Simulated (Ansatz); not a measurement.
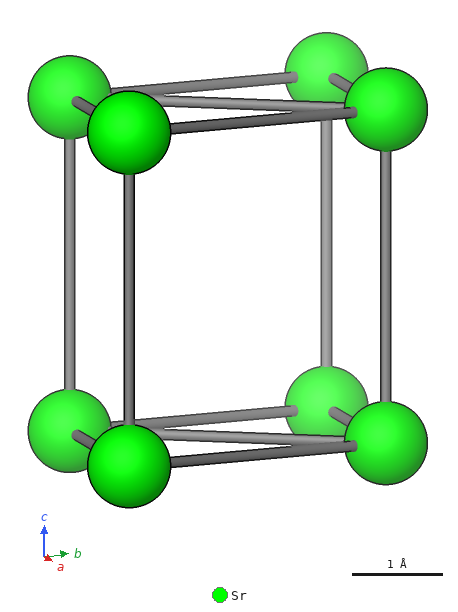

The starting point is a symmetric starting cell of Sr (made from another compound by putting Sr in place of Mg). Style: ball-and-stick. Shown: the cell of the calculation, slightly off an axis.

Theory: DFT PBE, scalar-relativistic, plane waves, PAW (Ansatz 0.2.0). Set-up: plane-wave cutoff 420 eV; k-point mesh 15 × 15 × 12; occupations gaussian; smearing width 0.1 eV; no spin polarisation.

Now this is done to it. All lengths are scaled by +0.7 % (volume +2.2 %), the atoms keeping their fractional coordinates. No relaxation follows. The starting cell wasn't computed here and needn't be at equilibrium, so pressure and forces aren't due to the change alone.

Input file:
```yaml
crystal:
  lattice:
    - [3.7786036589, 0.0, 0.0]
    - [-1.8893018295, 3.2723667594, 0.0]
    - [0.0, 0.0, 3.7718372406]
  atoms:
    - { symbol: Sr, position: [0.0, 0.0, 0.0] }
basis:
  ecutwfc: 420
kpoints:
  mp_grid: { grid: [15, 15, 12] }
hamiltonian:
  xc: pbe
scf:
  occupations: { method: gaussian, width: 0.1 }
output:
  forces: true
  stress: true
  eigenvalues: true
```

What is the effect?

The pressure is 2.4 GPa (not all of it need come from the change, since the unchanged cell can be under pressure at this level too). The principal stresses (compression positive) are −0.9 GPa along c and 4.1 GPa across it. All forces vanish by symmetry. Among the bonded contacts that change: Sr–Sr 3.750 → 3.772 to 3.779 Å. The space group stays P6/mmm (No. 191).
